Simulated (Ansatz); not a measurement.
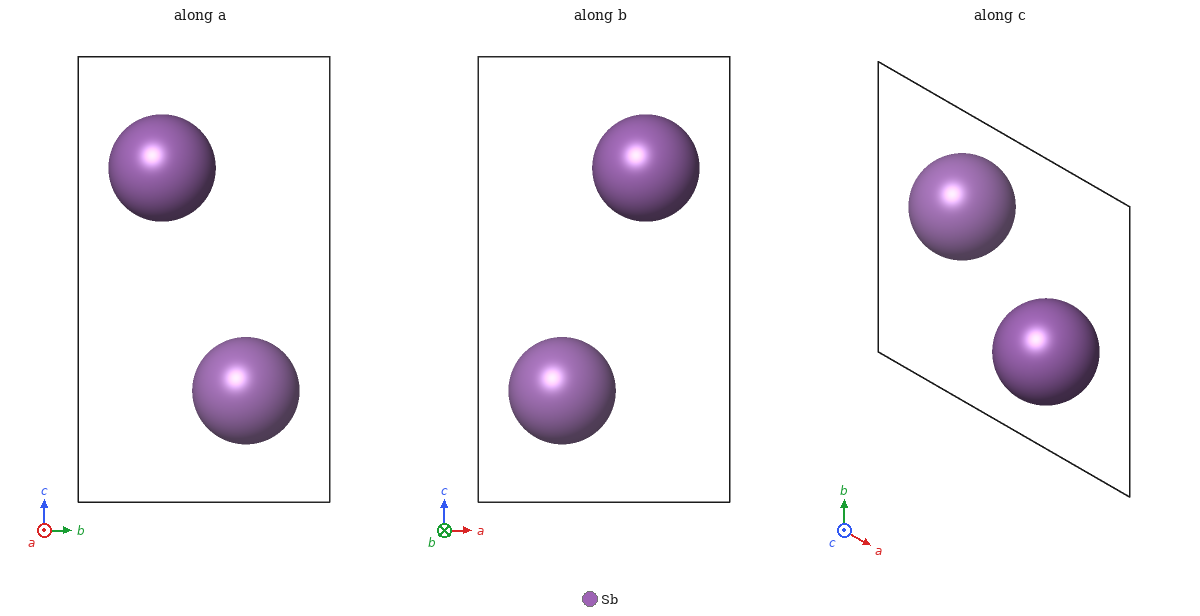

Spheres-only drawing of the structure, looking along the a axis, along the b axis and along the c axis. One conventional unit cell is outlined, and atoms on its boundary appear in each equivalent place.

Lattice parameters: a = 3.524 Å, b = 3.524 Å, c = 5.408 Å, α = 90.00°, β = 90.00°, γ = 120.00°. Put a along x and b in the xy plane.

Q: Record the structure as a POSCAR file.

A:
```
Sb
1.0
     3.524    0.000    0.000
    -1.762    3.052    0.000
     0.000    0.000    5.408
Sb
2
Direct
  0.3333 0.6667 0.2500
  0.6667 0.3333 0.7500
```

Starting structure: a structure type filled with this element by a generator (whether the element takes this form wasn't checked). The cell was then strained or its atoms displaced on purpose. Ansatz was used for an electronic-structure calculation on it.
